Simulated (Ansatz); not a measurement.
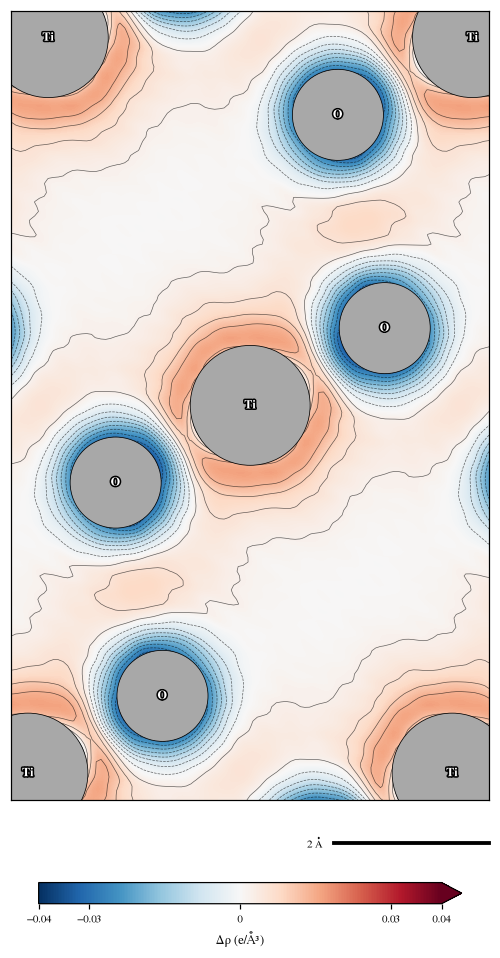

TiO2. Difference of the valence pseudo-densities of two functionals at the same geometry, on the (11̄0) plane of the calculation cell: one of PBEsol and r2SCAN less the other.

Space group C2/c; a structure from a database of computed crystals, not necessarily the ambient phase; computed without spin polarisation.

Both computed with Ansatz (plane waves, PAW), on the same k-point mesh. Grey discs cover the atomic cores.

### Which was subtracted from which, and what does the map show?

It is PBEsol less r2SCAN. Against r2SCAN, PBEsol gives more density around Ti (+0.009 e/Å³ on average at 1.1 Å from the nucleus), less density around O (−0.017 e/Å³ on average at 0.7 Å from the nucleus) and a change of +0.007 e/Å³ at the midpoint of Ti–O.
